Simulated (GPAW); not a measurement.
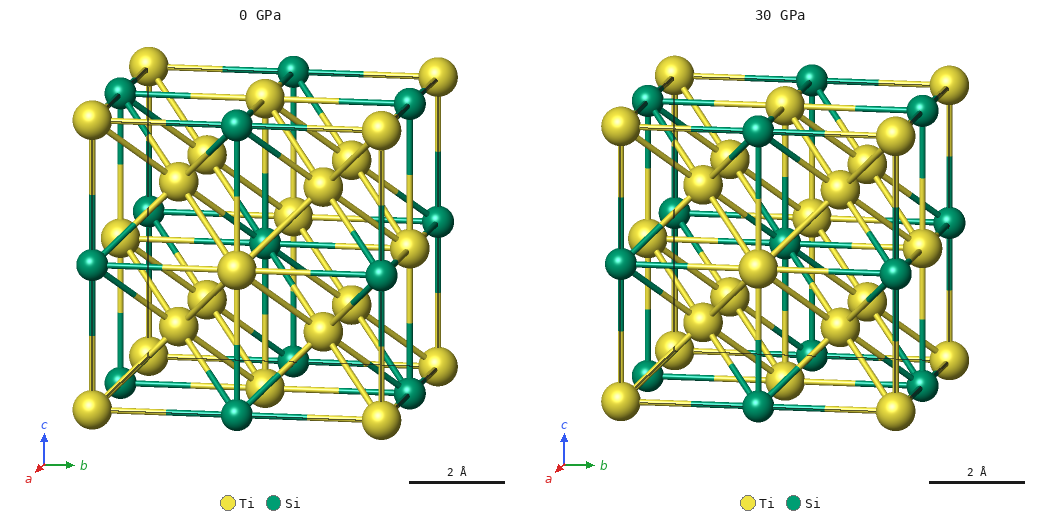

Ti₃Si, D0₃ (BiF₃ or Fe₃Al type), space group Fm-3m (No. 225), relaxed (cell and atoms) under a series of hydrostatic pressures; the conventional cell is drawn at the lowest and the highest, to one scale (sticks follow a distance rule). The start was a structure listed in the Materials Project. It needn't be the stable form of this composition.

Alike in all runs: GPAW 26.7.0; functional PBEsol; potentials PAW data sets generated in the run's folder for this functional; cutoff 600 eV; k mesh 7 × 7 × 7 on the run's cell of 4 atoms; occupations fermi-dirac, width 0.05 eV; no spin polarisation; no spin-orbit coupling.

| pressure (GPa) | volume (Å³/atom) | a (Å) |
| --- | --- | --- |
| 0.2 | 14.942 | 6.206 |
| 2.0 | 14.762 | 6.181 |
| 5.0 | 14.486 | 6.143 |
| 9.9 | 14.076 | 6.084 |
| 20.0 | ? | ? |
| 30.2 | 12.807 | 5.896 |

Q: Fit a third-order Birch-Murnaghan equation to the rows given and use it to fill in the volume that is left out.

A: The fit gives V0 = 14.96 Å³/atom, B0 = 145 GPa and B0′ = 3.8, which puts the volume at 20.0 GPa at 13.38 Å³/atom. The run gave volume 13.378 Å³/atom; a 5.982 Å.

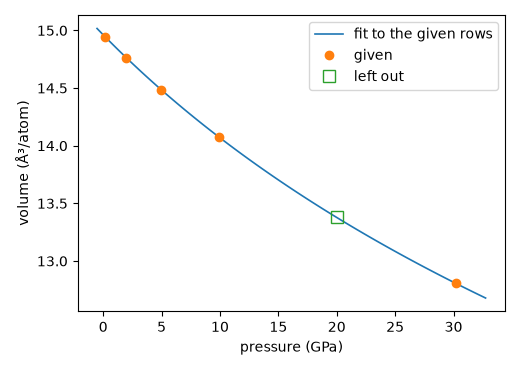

Volume against pressure, with the fit. The structure was kept in its own symmetry, so a change to another phase within this range wouldn't be seen.

Caveat: later steps reuse the first step's grids.
